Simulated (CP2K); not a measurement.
## Bi: 6 runs along one coordinate

System: Bi (R-3m, 2 atoms in the cell).
Method: Kohn-Sham DFT of a periodic cell, PBE, GTH-PBE with UZH-TZVP basis, no spin polarisation (CP2K 2026.2).

The 6 runs differ only in the geometry, by an even scaling of the cell at fixed fractional positions. The structure derives from an entry of the Crystallography Open Database.

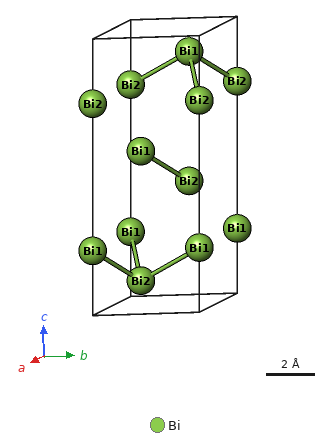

Figure 1. The structure of run 4 (ball-and-stick view of the cell 3 times as large as that of the calculation, set on its symmetry axes, seen slightly off an axis; atoms are numbered from 1 in the order of the input).

### Input of run 4
```
&GLOBAL
  PROJECT bi_eos
  RUN_TYPE ENERGY_FORCE
  PRINT_LEVEL LOW
&END GLOBAL
&FORCE_EVAL
  METHOD QS
  STRESS_TENSOR ANALYTICAL
  &DFT
    BASIS_SET_FILE_NAME BASIS_MOLOPT_UZH
    POTENTIAL_FILE_NAME POTENTIAL_UZH
    WFN_RESTART_FILE_NAME previous-RESTART.kp
    &MGRID
      CUTOFF 450
      REL_CUTOFF 60
      NGRIDS 5
    &END MGRID
    &QS
      METHOD GPW
      EPS_DEFAULT 1.0E-10
    &END QS
    &KPOINTS
      SCHEME MONKHORST-PACK 7 7 7
      GAMMA_CENTERED T
      SYMMETRY T
      SYMMETRY_BACKEND SPGLIB
    &END KPOINTS
    &SCF
      SCF_GUESS RESTART
      EPS_SCF 1.0E-6
      MAX_SCF 100
      ADDED_MOS 10
      CHOLESKY OFF
      EPS_EIGVAL 1.0E-7
      &DIAGONALIZATION ON
        ALGORITHM STANDARD
      &END DIAGONALIZATION
      &MIXING ON
        METHOD BROYDEN_MIXING
        ALPHA 0.4
        BETA 1.5
        NBUFFER 8
      &END MIXING
      &SMEAR ON
        METHOD FERMI_DIRAC
        ELECTRONIC_TEMPERATURE [K] 580.226
      &END SMEAR
    &END SCF
    &XC
      &XC_FUNCTIONAL
        &GGA_X_PBE
        &END GGA_X_PBE
        &GGA_C_PBE
        &END GGA_C_PBE
      &END XC_FUNCTIONAL
    &END XC
    &PRINT
      &KPOINTS ON
      &END KPOINTS
      &MULLIKEN ON
      &END MULLIKEN
      &MO ON
        ENERGIES T
        OCCUPATION_NUMBERS T
        &EACH
          QS_SCF 0
        &END EACH
        ADD_LAST NUMERIC
      &END MO
    &END PRINT
  &END DFT
  &SUBSYS
    &CELL
      ABC 4.7602987135 4.7602987136 4.7602987136
      ALPHA_BETA_GAMMA 57.3042342288 57.3042342283 57.3042342282
      PERIODIC XYZ
    &END CELL
    &COORD
      SCALED
      Bi  0.7660000000 0.7660000000 0.7660000000
      Bi  0.2340000000 0.2340000000 0.2340000000
    &END COORD
    &KIND Bi
      BASIS_SET TZVP-MOLOPT-PBE-GTH-q5
      POTENTIAL GTH-PBE-q5
    &END KIND
    &PRINT
      &ATOMIC_COORDINATES ON
      &END ATOMIC_COORDINATES
      &CELL ON
      &END CELL
    &END PRINT
  &END SUBSYS
  &PRINT
    &FORCES ON
    &END FORCES
    &STRESS_TENSOR ON
    &END STRESS_TENSOR
  &END PRINT
&END FORCE_EVAL
```

Command:
```bash
OMP_NUM_THREADS=1 cp2k.psmp -i bi_eos.inp -o bi_eos.out
```

Run 2 has the same physical settings and fractional positions; its lattice vectors (Å) are:
```
   4.665067    0.000000    0.000000
   2.519967    3.925890    0.000000
   2.519967    1.376906    3.676513
```

### Results, with one run withheld

| run | volume per atom (Å³) | free energy per atom, from the lowest run given (meV) | pressure (GPa) | gap on the mesh (eV) |
| --- | --- | --- | --- | --- |
| 1 | 32.965 | 75.43 | 6.61 | 0.32 |
| 2 | 33.667 | ? | ? | ? |
| 3 | 34.368 | 30.04 | 3.86 | 0.30 |
| 4 | 35.771 | 6.30 | 1.64 | 0.27 |
| 5 | 36.472 | 1.20 | 0.70 | 0.26 |
| 6 | 37.174 | 0.00 | −0.14 | 0.25 |

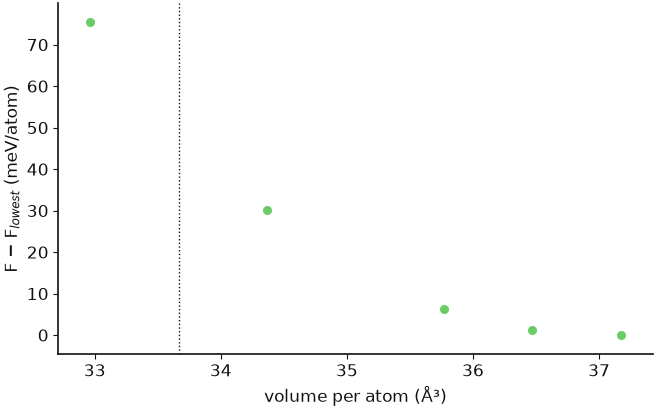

Figure 2. Free energy per atom of the runs given; the dotted line marks run 2.

Fit the runs given and predict run 2.

A cubic polynomial in V^(−2/3) (the Birch–Murnaghan form), fitted to the 5 runs given, misses them by under 0.01 meV per atom. With x = V^(−2/3) − 0.09294 Å⁻², it reads F = 12.229 + 8334.4 x + 1.4283e+06 x² + 4.9317e+06 x³ (meV per atom). At run 2 it gives 49.71 meV per atom, and the run itself gives 49.73. The slope of the fit gives a pressure −dF/dV of 5.16 GPa there, and the run prints 5.16 GPa. The fit has its minimum at 37.051 Å³ per atom, where V d²F/dV² gives 43.1 GPa. Cell shape and fractional positions are held, so this is the stiffness under even scaling; the relaxed bulk modulus wasn't computed. The gap on the mesh goes, without turning, from 0.32 eV in run 1 to 0.25 eV in run 6; run 2 has 0.31 eV. These are gaps of this functional on this mesh, which can miss the band edges; they aren't the measured gap.

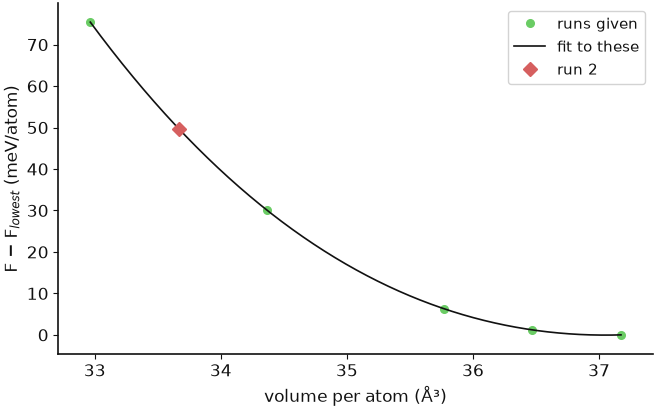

Figure 3. The fit and the withheld run.

### Some lines of the output (run 2)
```
[...]
 CELL| Volume [angstrom^3]:                                            67.333650
 CELL_REF| Volume [angstrom^3]:                                        67.333650
                        Smear method:                                FERMI_DIRAC
  Step     Update method      Time    Convergence         Total energy    Change
  Fermi energy:                                                 0.17681554887314
  Total energy:                                               -10.97040165395950
  Total energy (extrapolated to T->0):                        -10.97038541141618
 MO| E(Fermi):            0.176816 a.u.          4.811396 eV
 MO| Band gap:            0.200944 a.u.          5.467963 eV
 MO| Band gap:            0.203064 a.u.          5.525651 eV
 MO| Band gap:            0.211711 a.u.          5.760950 eV
 MO| Band gap:            0.184230 a.u.          5.013167 eV
 MO| Band gap:            0.211853 a.u.          5.764812 eV
 MO| Band gap:            0.163113 a.u.          4.438527 eV
```

Notes: Spin–orbit coupling is left out, which matters for Bi.
